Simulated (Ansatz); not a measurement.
# Geometry relaxation of Al

Al (P6₃/mmc, 2 atoms in the cell), computed with DFT PBEsol+D3(BJ), scalar-relativistic, plane waves, PAW, PAW set soft_1, no spin polarisation (Ansatz 0.2.0).

The structure derives from a Materials Project entry. Figures and captions count atoms from 1; the log counts them from 0 in places.

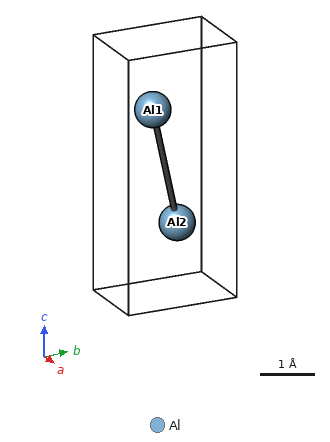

Figure 1. The starting structure (ball-and-stick view of the cell of the calculation, seen slightly off an axis; atoms are numbered from 1 in the order of the input). An atom can appear more than once, as a periodic image. Near neighbours in the periodic cell (some may lie outside the picture): Al has 12 Al at 2.81 to 2.93 Å.

### The input
```yaml
crystal:
  lattice:
    - [2.8124553515, 0.0, 0.0]
    - [-1.4062276757, 2.4356577814, 0.0]
    - [0.0, 0.0, 4.86685]
  atoms:
    - { symbol: Al, position: [0.66666667, 0.33333333, 0.75] }
    - { symbol: Al, position: [0.33333333, 0.66666667, 0.25] }
basis:
  ecutwfc: 420
kpoints:
  mp_grid: { grid: [18, 18, 10] }
hamiltonian:
  xc: pbesol
  pseudopotentials: { kind: paw, azcp: { folder: soft_1 } }
  dispersion: d3bj
scf:
  occupations: { method: gaussian, width: 0.1 }
output:
  forces: true
  stress: true
  eigenvalues: true
relax:
  adjacent_minimum: "off"
  f_tol: 0.005
  max_steps: 80
  cell: { stress_tol: 0.05 }
```

Machine: 2 threads of Arm Neoverse N1, 98 GiB of memory available, shared host.

Launch command:
```bash
ansatz run input.yaml --threads 2 --pin off --max-ram 4096MiB --backend cpu --events-out ev --progress --plain --runs-dir out
```

### Output
```
Warning: [file] the record states the generating functional pbe (its physics header spells it `PBE`), which answers neither for hamiltonian.xc's functional nor for the pbesol family's — results may be inconsistent (PPs are generated against a specific XC)
Engine: ansatz 0.2.0, aarch64-unknown-linux-gnu
Pseudopotentials: kind: paw
Pseudopotential: Al, paw, valence charge 3, recommended cutoff 420 eV (normal), [file]
Functional definition: PBEsol
  exchange = pbesol_x
  correlation = pbesol_c
Crystal: 2 atoms, lattice volume = 33.339 Å³
Basis set: ecut = 420 eV, 665 PW (Γ), exchange–correlation on 40×40×72 points (8 copies of the dense FFT grid, shifted against one another)
Bands: 7, of which v1, the nominal top of the filled ones, is band 3 counted from 1 (2 counted from 0)
Symmetry: 24 space group operations
Space group: P63/mmc (ITA 194), of the structure as read, at distance tolerance 3.2e-5 Å
k-points: 222 of 3240
Non-local potential: Al, projectors of the file, l = 0: 2, l = 1: 2, l = 2: 1
PAW form: soft (Blöchl's): semilocal exchange-correlation on the pseudo side does not see the compensation charge
PAW frozen core: Al, regenerated for the run's functional, and the local potential with it (the file was generated under x = pbe(κ = 0.804, μ = 0.2195149727645171), c = pbe(β = 0.06672455060314922))
PAW one-centre angular grid: Al, 110 points (default); XC on 64 Gauss nodes
Initial density: superposition of atomic densities (chi_scale 0.1, normalization cell)
Initial wavefunctions: pseudopotential atomic-orbital guess
Functional: x = pbesol(κ = 0.804, μ = 0.12345679012345678), c = pbesol(β = 0.046)
SCF iter   1: F=—  HF=-1049.745481 eV  |F-HF|=—  |Δ(HF+E_count)|=         —  Δρ=2.21e-2  dr2=1.79e-1  ethr=3.10e-3  ⟨swp⟩=4.8  Hψ=12342  notcnv=0
preconditioner: auto → none  [metal: Δε(μ)=0.032 eV  Ē_g=8.959 eV  σ=0.100 eV  W_gap=0.17  n_scr=2 (ndim 8)  ℏωp=15.8 eV  f_vac=0.000  D(μ)=0.73/eV (n_scr^D=2)  sad-step TF]
SCF iter   2: F=—  HF=-1049.695645 eV  |F-HF|=—  |Δ(HF+E_count)|=   4.98e-2  Δρ=1.45e-2  dr2=7.72e-2  ethr=2.99e-3  ⟨swp⟩=1.0  Hψ=3332  notcnv=0
SCF iter   3: F=—  HF=-1049.650745 eV  |F-HF|=—  |Δ(HF+E_count)|=   4.49e-2  Δρ=3.22e-4  dr2=1.33e-5  ethr=1.29e-3  ⟨swp⟩=1.9  Hψ=1953  notcnv=0  defer=1
SCF iter   4: F=—  HF=-1049.650648 eV  |F-HF|=—  |Δ(HF+E_count)|=   9.61e-5  Δρ=5.35e-5  dr2=4.84e-7  ethr=2.22e-7  ⟨swp⟩=2.1  Hψ=2208  notcnv=0  defer=2
SCF iter   5: F=-1049.650638 eV  HF=-1049.650638 eV  |F-HF|=5.06e-10  |Δ(HF+E_count)|=   1.00e-5  Δρ=3.69e-6  dr2=2.57e-9  ethr=1.67e-9  ⟨swp⟩=6.0  Hψ=8641  notcnv=0
SCF 1 converged in 5 iterations: F = -1049.650638 eV  dr2 = 2.57e-9
  greatest PAW one-centre occupation: 0.456 electrons in one spin orbital (limit 2), on the Al atom at site 1 (counted from 0), in its partial waves of l = 0
relax step   1: F+E_penalty+E_count = -1049.65063841 eV  Δ(F+E_penalty+E_count) = +0.000e0 eV  max|allowed force component| = 1.388e-17 eV/Å  Δτ_max = 0.0000 Å  P = -4.486 GPa  Ω = 33.339 Å³  (5 SCF iters, dr2 threshold 1.00e-7 eV, accepted)
Crystal: 2 atoms, lattice volume = 30.862 Å³
Basis set: ecut = 420 eV, 603 PW (Γ), exchange–correlation on 40×40×72 points (8 copies of the dense FFT grid, shifted against one another)
Initial density: handed on by an earlier stage of this run
Initial wavefunctions: those handed on with the density
iter 1 solved again at ethr=4.21e-5 eV; its pass at ethr=3.10e-3 eV (dr2=2.53e-3 eV) is discarded
SCF iter   1: F=—  HF=-1049.686008 eV  |F-HF|=—  |Δ(HF+E_count)|=         —  Δρ=2.69e-3  dr2=2.56e-3  ethr=4.21e-5  ⟨swp⟩=1.0  Hψ=14786  notcnv=0
preconditioner: auto → none  [metal: Δε(μ)=0.014 eV  Ē_g=9.379 eV  σ=0.100 eV  W_gap=0.08  n_scr=2 (ndim 8)  ℏωp=16.4 eV  f_vac=0.000  D(μ)=0.81/eV (n_scr^D=2)]
SCF iter   2: F=—  HF=-1049.684198 eV  |F-HF|=—  |Δ(HF+E_count)|=   1.81e-3  Δρ=1.15e-3  dr2=4.58e-4  ethr=4.21e-5  ⟨swp⟩=1.0  Hψ=1554  notcnv=0
SCF iter   3: F=—  HF=-1049.683705 eV  |F-HF|=—  |Δ(HF+E_count)|=   4.93e-4  Δρ=4.63e-5  dr2=6.03e-7  ethr=7.63e-6  ⟨swp⟩=1.2  Hψ=1696  notcnv=0
SCF iter   4: F=—  HF=-1049.683697 eV  |F-HF|=—  |Δ(HF+E_count)|=   7.53e-6  Δρ=2.77e-6  dr2=1.18e-9  ethr=3.33e-9  ⟨swp⟩=5.2  Hψ=8529  notcnv=0
SCF iter   5: F=-1049.683697 eV  HF=-1049.683697 eV  |F-HF|=2.05e-11  |Δ(HF+E_count)|=   1.37e-9  Δρ=3.84e-7  dr2=2.18e-11  ethr=1.96e-11  ⟨swp⟩=1.0  Hψ=3792  notcnv=0
SCF 2 converged in 5 iterations: F = -1049.683697 eV  dr2 = 2.18e-11
  greatest PAW one-centre occupation: 0.457 electrons in one spin orbital (limit 2), on the Al atom at site 1 (counted from 0), in its partial waves of l = 0
relax step   2: F+E_penalty+E_count = -1049.68369709 eV  Δ(F+E_penalty+E_count) = -3.306e-2 eV  max|allowed force component| = 8.674e-18 eV/Å  Δτ_max = 0.0000 Å  P = +1.399 GPa  Ω = 30.862 Å³  energy of the carried Pulay correction = +4.367e-4 eV  (5 SCF iters, dr2 threshold 2.00e-7 eV, accepted)
Crystal: 2 atoms, lattice volume = 31.361 Å³
iter 1 solved again at ethr=9.81e-7 eV; its pass at ethr=3.10e-3 eV (dr2=5.89e-5 eV) is discarded
SCF iter   1: F=—  HF=-1049.685813 eV  |F-HF|=—  |Δ(HF+E_count)|=         —  Δρ=4.56e-4  dr2=6.71e-5  ethr=9.81e-7  ⟨swp⟩=2.2  Hψ=13977  notcnv=0
preconditioner: auto → none  [metal: Δε(μ)=0.038 eV  Ē_g=9.283 eV  σ=0.100 eV  W_gap=0.21  n_scr=2 (ndim 8)  ℏωp=16.2 eV  f_vac=0.000  D(μ)=0.85/eV (n_scr^D=2)]
SCF iter   2: F=—  HF=-1049.685734 eV  |F-HF|=—  |Δ(HF+E_count)|=   7.88e-5  Δρ=2.13e-4  dr2=1.45e-5  ethr=9.81e-7  ⟨swp⟩=1.0  Hψ=1554  notcnv=0
SCF iter   3: F=-1049.685712 eV  HF=-1049.685712 eV  |F-HF|=2.18e-10  |Δ(HF+E_count)|=   2.19e-5  Δρ=3.42e-6  dr2=2.27e-9  ethr=3.33e-9  ⟨swp⟩=3.3  Hψ=5753  notcnv=0
SCF 3 converged in 3 iterations: F = -1049.685712 eV  dr2 = 2.27e-9
relax step   3: F+E_penalty+E_count = -1049.68571213 eV  Δ(F+E_penalty+E_count) = -2.015e-3 eV  max|allowed force component| = 1.561e-17 eV/Å  Δτ_max = 0.0000 Å  P = -0.060 GPa  Ω = 31.361 Å³  energy of the carried Pulay correction = +3.438e-4 eV  (3 SCF iters, dr2 threshold 2.00e-7 eV, accepted)
Crystal: 2 atoms, lattice volume = 31.337 Å³
iter 1 solved again at ethr=3.97e-7 eV; its pass at ethr=3.10e-3 eV (dr2=2.38e-5 eV) is discarded
SCF iter   1: F=—  HF=-1049.685920 eV  |F-HF|=—  |Δ(HF+E_count)|=         —  Δρ=2.46e-4  dr2=2.35e-5  ethr=3.97e-7  ⟨swp⟩=1.6  Hψ=13219  notcnv=0
preconditioner: auto → none  [metal: Δε(μ)=0.040 eV  Ē_g=9.283 eV  σ=0.100 eV  W_gap=0.22  n_scr=2 (ndim 8)  ℏωp=16.2 eV  f_vac=0.000  D(μ)=0.89/eV (n_scr^D=2)]
SCF iter   2: F=—  HF=-1049.685906 eV  |F-HF|=—  |Δ(HF+E_count)|=   1.41e-5  Δρ=9.23e-5  dr2=3.28e-6  ethr=3.92e-7  ⟨swp⟩=1.0  Hψ=1554  notcnv=0
SCF iter   3: F=-1049.685905 eV  HF=-1049.685905 eV  |F-HF|=3.37e-10  |Δ(HF+E_count)|=   1.10e-6  Δρ=2.94e-6  dr2=1.53e-9  ethr=3.33e-9  ⟨swp⟩=2.8  Hψ=5469  notcnv=0
SCF 4 converged in 3 iterations: F = -1049.685905 eV  dr2 = 1.53e-9
relax step   4: F+E_penalty+E_count = -1049.68590499 eV  Δ(F+E_penalty+E_count) = -1.929e-4 eV  max|allowed force component| = 1.156e-17 eV/Å  Δτ_max = 0.0000 Å  P = -0.006 GPa  Ω = 31.337 Å³  energy of the carried Pulay correction = +3.470e-4 eV  (3 SCF iters, dr2 threshold 2.00e-7 eV, accepted)
Crystal: 2 atoms, lattice volume = 31.325 Å³
Basis set: ecut = 420 eV, 615 PW (Γ), exchange–correlation on 40×40×72 points (8 copies of the dense FFT grid, shifted against one another)
iter 1 solved again at ethr=1.14e-6 eV; its pass at ethr=3.10e-3 eV (dr2=6.83e-5 eV) is discarded
SCF iter   1: F=—  HF=-1049.686033 eV  |F-HF|=—  |Δ(HF+E_count)|=         —  Δρ=4.18e-4  dr2=6.75e-5  ethr=1.14e-6  ⟨swp⟩=1.5  Hψ=13219  notcnv=0
preconditioner: auto → none  [metal: Δε(μ)=0.033 eV  Ē_g=9.280 eV  σ=0.100 eV  W_gap=0.18  n_scr=2 (ndim 8)  ℏωp=16.3 eV  f_vac=0.000  D(μ)=1.01/eV (n_scr^D=2)]
SCF iter   2: F=—  HF=-1049.686007 eV  |F-HF|=—  |Δ(HF+E_count)|=   2.63e-5  Δρ=1.58e-4  dr2=9.53e-6  ethr=1.13e-6  ⟨swp⟩=1.0  Hψ=1554  notcnv=0
SCF iter   3: F=-1049.686004 eV  HF=-1049.686004 eV  |F-HF|=1.26e-9  |Δ(HF+E_count)|=   3.11e-6  Δρ=5.21e-6  dr2=4.98e-9  ethr=1.79e-9  ⟨swp⟩=3.1  Hψ=5734  notcnv=0
SCF 5 converged in 3 iterations: F = -1049.686004 eV  dr2 = 4.98e-9
relax step   5: F+E_penalty+E_count = -1049.68600391 eV  Δ(F+E_penalty+E_count) = -9.891e-5 eV  max|allowed force component| = 1.561e-17 eV/Å  Δτ_max = 0.0000 Å  P = +0.020 GPa  Ω = 31.325 Å³  energy of the carried Pulay correction = +3.472e-4 eV  (3 SCF iters, dr2 threshold 1.07e-7 eV, accepted)
Basis set: ecut = 420 eV, 615 PW (Γ), exchange–correlation on 40×40×64 points (8 copies of the dense FFT grid, shifted against one another)
Initial wavefunctions: pseudopotential atomic-orbital guess (no wavefunctions were taken with the density)
iter 1 solved again at ethr=1.17e-9 eV; its pass at ethr=3.10e-3 eV (dr2=7.02e-8 eV) is discarded
SCF iter   1: F=—  HF=-1049.685783 eV  |F-HF|=—  |Δ(HF+E_count)|=         —  Δρ=2.62e-5  dr2=2.48e-8  ethr=1.17e-9  ⟨swp⟩=3.3  Hψ=17891  notcnv=0
preconditioner: auto → none  [metal: Δε(μ)=0.034 eV  Ē_g=9.280 eV  σ=0.100 eV  W_gap=0.19  n_scr=2 (ndim 8)  ℏωp=16.3 eV  f_vac=0.000  D(μ)=1.01/eV (n_scr^D=2)]
SCF iter   2: F=—  HF=-1049.685795 eV  |F-HF|=—  |Δ(HF+E_count)|=   1.20e-5  Δρ=1.30e-5  dr2=5.71e-9  ethr=4.13e-10  ⟨swp⟩=2.0  Hψ=2210  notcnv=0
SCF iter   3: F=—  HF=-1049.685795 eV  |F-HF|=—  |Δ(HF+E_count)|=   1.79e-8  Δρ=6.60e-7  dr2=4.26e-11  ethr=9.52e-11  ⟨swp⟩=2.0  Hψ=2229  notcnv=0
SCF iter   4: F=-1049.685795 eV  HF=-1049.685795 eV  |F-HF|=4.55e-13  |Δ(HF+E_count)|=  4.14e-11  Δρ=1.42e-7  dr2=2.85e-12  ethr=1.00e-12  ⟨swp⟩=4.4  Hψ=4869  notcnv=0
SCF 6 converged in 4 iterations: F = -1049.685795 eV  dr2 = 2.85e-12
relax step   6: F+E_penalty+E_count = -1049.68579547 eV  Δ(F+E_penalty+E_count) = +2.084e-4 eV  max|allowed force component| = 1.330e-17 eV/Å  Δτ_max = 0.0000 Å  P = +0.002 GPa  Ω = 31.325 Å³  stress off target by 1.07e-2 GPa  SCF on the basis re-selected at this cell (its energy is not comparable with the rows above)  (4 SCF iters)
```

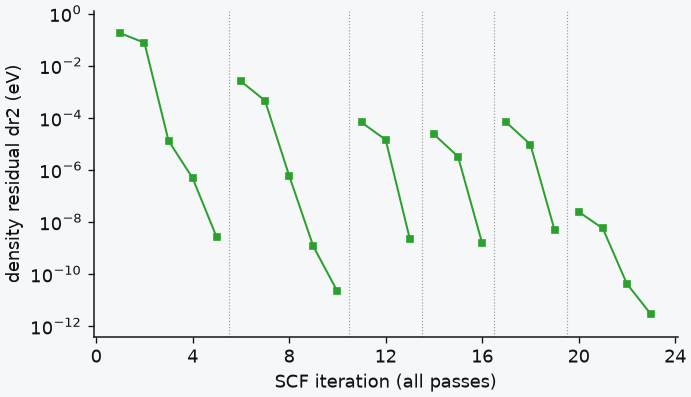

Figure 2. Convergence of the self-consistent field: density residual dr2 against the SCF iteration. The dotted lines part the SCF passes of the relaxation: geometry steps, rejected trials and re-solves on a re-selected basis. The 6 passes take 3 to 5 iterations each, 23 in all.

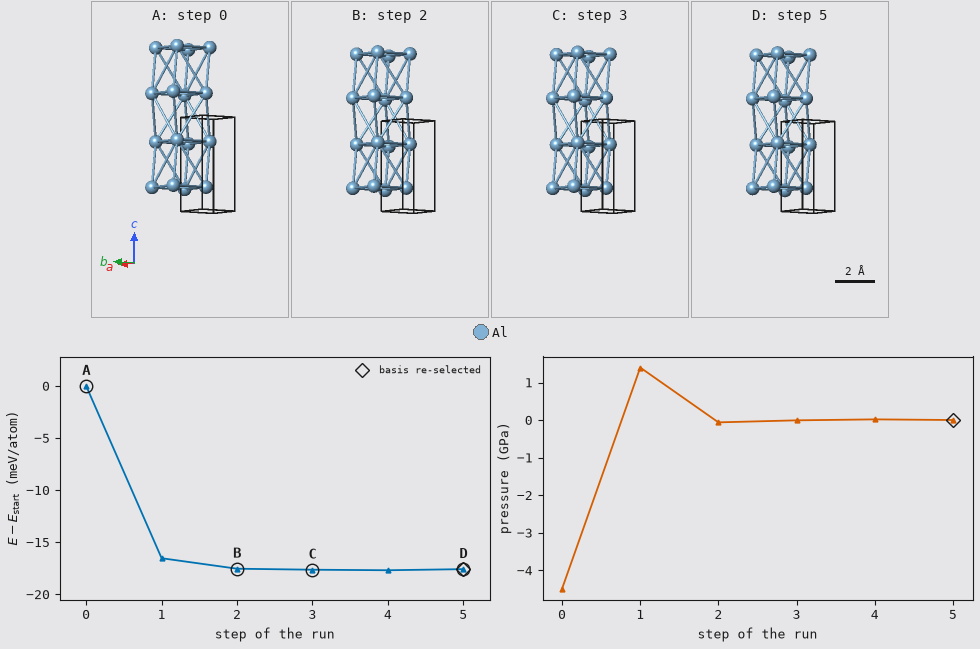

Figure 3. Frames of the relaxation (ball-and-stick view of the cell of the calculation, repeated 2 × 2 × 2, seen at an oblique angle) above the curves, on which the letters mark them (the first geometry is step 0 here and step 1 in the log).

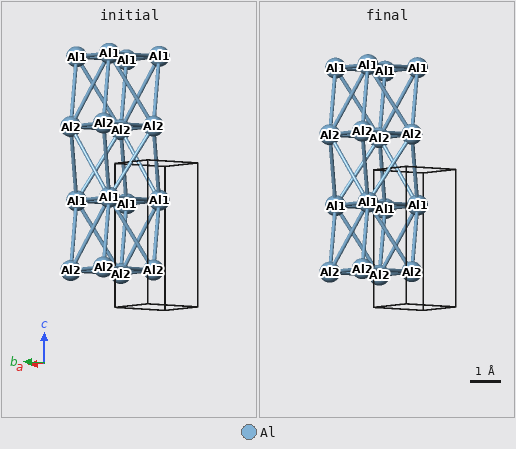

Figure 4. Before (left) and after (right) the relaxation, at one scale (ball-and-stick view of the cell of the calculation, repeated 2 × 2 × 2, seen at an oblique angle). Over 4 geometry steps the energy falls by 17.7 meV per atom. All forces vanish by symmetry, so only the cell relaxes. Pressure: −4.49 GPa at the start and 0.00 GPa at the end. No atom moves by more than 0.005 Å relative to the cell. The volume changes by −6.0 %, with a = b 2.812 → 2.790 Å (−0.8 %), c 4.867 → 4.647 Å (−4.5 %). Among the contacts that change: Al1–Al2 2.925 → 2.827 Å, Al1–Al1 2.812 → 2.790 Å. The space group stays P6_3/mmc (No. 194). A last SCF at the same geometry on a re-selected plane-wave basis shifts the energy by +0.1 meV per atom. (Atoms are counted from 1 in the order of the input.)

```
basis re-selected at this cell: Δ(F+E_penalty+E_count) = +2.084e-4 eV, ΔP = -0.017 GPa vs the last step (what re-selecting the basis moved, of the pressure what is left beyond the Pulay correction that the steps carried, after the strain that the cell walked since its last selection, with what the two solves' SCF thresholds leave and, on support functions, any second-order correction that the steps lacked; it is no measure of the basis error at this ecutwfc). The dense FFT grid was sized anew with the basis: this SCF ran on 20×20×32 points, the steps before it on 20×20×36, so part of this shift can come from that change (see relax.cell in the input reference). This SCF's stress stands 1.07e-2 GPa from its target on what of the cell is left free (relax.cell.stress_tol is 5.00e-2 GPa) and its largest allowed force component is 1.33e-17 eV/Å (relax.f_tol is 5.00e-3 eV/Å): within both
SCF converged after 4 iterations
Free energy (F): -1049.685795 eV
Harris-Foulkes:  -1049.685795 eV  (|F-HF|=4.55e-13)
Internal energy: -1049.680745 eV  (E = F + TS)
E sigma→0 (E₀):  -1049.683270 eV
Entropy (-TS):   -0.005050 eV (-2.525 meV/atom)
Fermi energy:    8.415625 eV
--- Per-component energies (eV) ---
  E_band       = 23.219429
  E_kinetic    = 46.631058
  E_local      = 22.347085  (includes V_loc(G=0)·N_el)
  E_nonlocal   = 20.492374
  E_hartree    = 0.207957
  E_xc         = -75.546647
  E_vxc        = -59.620561  (∫ρ·V_xc dr)
  E_paw        = -913.589089  (= ΣΔE_a)
  E_vpaw       = -7.046435  (= ΣTr[D̂ρ^β])
  E_aug_tail   = -0.000007  (compensation charges beyond the density's cutoff)
  E_ewald      = -149.592032
  E_disp       = -0.669722  (pairwise vdW)
  E_core_change = 0.038278  (= ΣΔE_core)
  E_smearing   = -0.005050  (= −TS)
  E_closure    = -0.000000  (closes the sum)
  Σ components = -1049.685795   (vs F -1049.685795, Δ=0.00e0)
--- Forces (eV/Å), atoms counted from 1 ---
  atom   1  Al    -0.00000000    -0.00000000     0.00000000
  atom   2  Al     0.00000000     0.00000000    -0.00000000
  max |Σ_I F_I| component: 1.16e-18 eV/Å
--- Stress (GPa, compression-positive) ---
       -0.001773      -0.000000       0.000000
       -0.000000      -0.001773       0.000000
        0.000000       0.000000       0.010705
  P = ⅓ Tr σ = 0.0024 GPa (0.024 kbar)
--- Band table (eV; the first three rows and the last of 222) ---
  k-point 0: bands = ["-3.0610", "3.5253", "3.7257", "19.7260", "19.7260", "19.8820", "19.8820"]
  k-point 1: bands = ["-2.9926", "2.3743", "4.9964", "19.3499", "19.7756", "19.7756", "19.9372"]
  k-point 2: bands = ["-2.7875", "1.2515", "6.4782", "17.4580", "19.9227", "19.9227", "20.1000"]
  k-point 221: bands = ["6.0355", "6.0355", "6.7666", "6.7666", "7.6177", "7.6177", "18.6578"]
--- Relaxed structure (5 steps of the walk, 5 accepted, 1 SCFs on fresh bases) ---
  F+E_penalty+E_count = -1049.68579547 eV   max|allowed force component| = 1.330e-17 eV/Å   (the final SCF, on the basis selected at the relaxed cell)
  cell:  # Å, volume = 31.3251 Å³
    - [2.789912127637714, -2.8636096545920275e-11, -2.8415087491711997e-29]
    - [-1.3949560637940572, 2.4161347768748715, 2.3962756632146196e-18]
    - [-2.4851762927156006e-32, 4.788157967217867e-18, 4.64709285814433]
  atoms:
    - { symbol: Al, position: [0.6666666666666666, 0.3333333333333333, 0.75] }
    - { symbol: Al, position: [0.33333333333333326, 0.6666666666666665, 0.24999999999999997] }
```

### Trajectory as extended XYZ (Å, eV, eV/Å), 6 frames, from step=1 to step=6
```
2
Lattice="2.8125 0.0000 0.0000 -1.4062 2.4357 0.0000 0.0000 0.0000 4.8669" Properties=species:S:1:pos:R:3:forces:R:3 step=1 energy=-1049.65064 pressure_GPa=-4.49
Al    1.4062    0.8119    3.6501    0.0000   0.0000   0.0000
Al    0.0000    1.6238    1.2167    0.0000   0.0000   0.0000
2
Lattice="2.7665 0.0000 0.0000 -1.3833 2.3959 0.0000 0.0000 0.0000 4.6561" Properties=species:S:1:pos:R:3:forces:R:3 step=2 energy=-1049.68370 pressure_GPa=1.40
Al    1.3833    0.7986    3.4920    0.0000   0.0000   0.0000
Al    0.0000    1.5973    1.1640    0.0000   0.0000   0.0000
2
Lattice="2.7821 0.0000 0.0000 -1.3910 2.4094 0.0000 0.0000 0.0000 4.6786" Properties=species:S:1:pos:R:3:forces:R:3 step=3 energy=-1049.68571 pressure_GPa=-0.06
Al    1.3910    0.8031    3.5090    0.0000   0.0000   0.0000
Al    0.0000    1.6062    1.1697    0.0000   0.0000   0.0000
2
Lattice="2.7847 0.0000 0.0000 -1.3924 2.4116 0.0000 0.0000 0.0000 4.6663" Properties=species:S:1:pos:R:3:forces:R:3 step=4 energy=-1049.68591 pressure_GPa=-0.01
Al    1.3924    0.8039    3.4997    0.0000   0.0000   0.0000
Al    0.0000    1.6077    1.1666    0.0000   0.0000   0.0000
2
Lattice="2.7899 0.0000 0.0000 -1.3950 2.4161 0.0000 0.0000 0.0000 4.6471" Properties=species:S:1:pos:R:3:forces:R:3 step=5 energy=-1049.68600 pressure_GPa=0.02
Al    1.3950    0.8054    3.4853    0.0000   0.0000   0.0000
Al    0.0000    1.6108    1.1618    0.0000   0.0000   0.0000
2
Lattice="2.7899 0.0000 0.0000 -1.3950 2.4161 0.0000 0.0000 0.0000 4.6471" Properties=species:S:1:pos:R:3:forces:R:3 step=6 energy=-1049.68580 pressure_GPa=0.00
Al    1.3950    0.8054    3.4853    0.0000   0.0000   0.0000
Al    0.0000    1.6108    1.1618    0.0000   0.0000   0.0000
```

### Results in brief

| quantity | value |
| --- | --- |
| outcome | converged |
| space group (tolerance 0.01 Å) | P6₃/mmc (194) |
| electrons treated | 6 |
| free energy | −1049.6858 eV |
| Fermi energy | 8.416 eV |
| gap on the k-point mesh | none (metallic) |
| pressure | 0.00 GPa |
| final volume | 31.33 Å³ |
| largest force (length of the vector) at the end | under 0.001 eV/Å |
| final cell | a = 2.790 Å, b = 2.790 Å, c = 4.647 Å, α = 90.00°, β = 90.00°, γ = 120.00° |
| wall time | 18 s (CPU time 35 s) |
| peak memory | 0.37 GiB |

### Remarks

The program warns: the PAW datasets were made with another functional.
